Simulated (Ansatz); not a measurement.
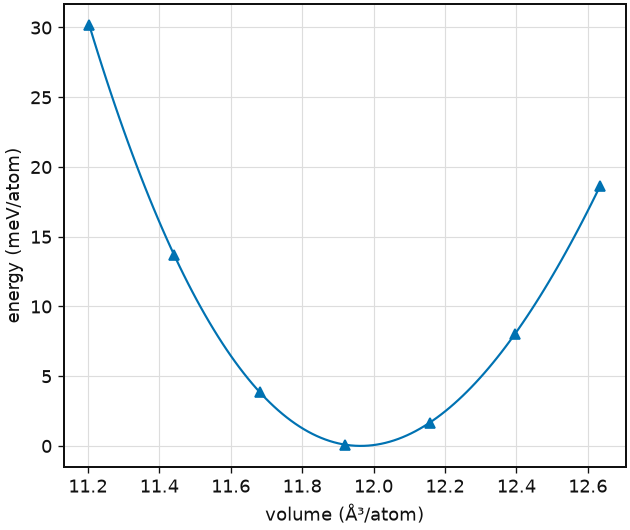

The picture above shows the energy against volume for GaCo, space group Pm-3m (No. 221).

The given structure:
```xyz
2
Lattice="2.8780 0.0000 0.0000 0.0000 2.8780 0.0000 0.0000 0.0000 2.8780" Properties=species:S:1:pos:R:3 pbc="T T T"
Ga    1.4390    1.4390    1.4390
Co    0.0000    0.0000    0.0000
```

How it was computed, with Ansatz 0.2.0: plane-wave DFT, collinear spins; energies at scaled volumes of the given cell, shape and fractions fixed, counted from the fit's minimum, third-order Birch-Murnaghan fit. Level: PBE, collinear spin.

```csv
setting,value
k mesh,9×9×9
occupations,Fermi–Dirac
smearing width,0.05 eV
potentials,Ansatz PAW
wave cutoff,420 eV
density cutoff,1680 eV
```

From this curve and the settings, what does the calculation give for the pressure at the same points?

The pressure falls from 13.54 GPa at volume 11.20 Å³/atom to −8.39 GPa at 12.63 Å³/atom, and changes sign near 11.97 Å³/atom.

| volume (Å³/atom) | pressure (GPa) |
| --- | --- |
| 11.20 | 13.54 |
| 11.44 | 8.76 |
| 11.68 | 4.49 |
| 11.92 | 0.67 |
| 12.16 | −2.73 |
| 12.40 | −5.76 |
| 12.63 | −8.39 |
